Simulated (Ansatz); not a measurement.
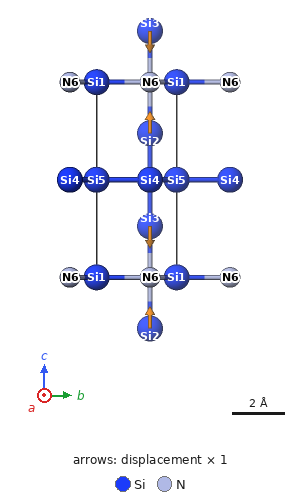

A relaxation of crystalline Si₅N (a generated structure, set up in P-6m2) (coarse preliminary run). The starting structure is drawn; orange arrows show the displacements (the part carried along by the change of the cell is left out), at their true length.

The picture is a ball-and-stick view of the cell of the calculation, seen along the a axis.

All numbers below come from DFT PBE, scalar-relativistic, plane waves, PAW in Ansatz.

Input file:
```yaml
crystal:
  lattice:
    - [3.62289162, 0.0, 0.0]
    - [-1.81144581, 3.13751617, 0.0]
    - [0.0, 0.0, 7.65027055]
  atoms:
    - { symbol: Si, position: [0.0, 0.0, 0.0] }
    - { symbol: Si, position: [0.33333333, 0.66666667, 0.73800921] }
    - { symbol: Si, position: [0.33333333, 0.66666667, 0.26199079] }
    - { symbol: Si, position: [0.33333333, 0.66666667, 0.5] }
    - { symbol: Si, position: [0.0, 0.0, 0.5] }
    - { symbol: "N", position: [0.33333333, 0.66666667, 0.0] }
basis:
  ecutwfc: 420
kpoints:
  mp_grid: { grid: [6, 6, 2] }
hamiltonian:
  xc: pbe
scf:
  occupations: { method: gaussian, width: 0.1 }
  lower_state_search: "off"
output:
  forces: true
  stress: true
  eigenvalues: true
relax:
  adjacent_minimum: "off"
  f_tol: 0.04
  max_steps: 70
  cell: { stress_tol: 0.4 }
```

Launched with:
```bash
ansatz run input.yaml --threads 1 --pin off --max-ram 2560MiB --backend cpu --events-out ev --progress --plain --runs-dir out
```

Q: Which element moves most?

A: Silicon: up to 0.89 Å, against 0.00 Å for nitrogen.

Q: What happened in the run?

A: After 14 accepted moves (17 points after the start) the energy has fallen by 1192 meV per atom. Largest force component: 14 eV/Å at the start, 0.015 eV/Å at the end. The pressure goes from 41.78 to 0.12 GPa. The line search rejected the trial step at point 14 of the run. The SCF was repeated twice at an unchanged geometry on a basis and grid sized afresh for the cell, which shifted the energy by 17.3 meV per atom at most. The largest moves relative to the cell, 0.89 Å, are those of Si2 and Si3. Si2 goes along +c. N stays in place. Cell: a = b 3.623 → 3.884 Å (+7.2 %), c 7.650 → 10.138 Å (+32.5 %). Volume +52.3 %. Some distances before and after: Si2–Si4 1.821 → 3.300 Å, Si2–Si5 2.773 → 3.990 Å, Si2–N6 2.004 → 1.769 Å, Si1–N6 2.092 → 2.243 Å. Bonds break, among them: Si2–Si4 (1.82 → 3.30 Å), Si3–Si4 (1.82 → 3.30 Å). The space group stays P-6m2 (No. 187).

Limits of the set-up: the k-point mesh is coarse for a cell with partly filled bands.
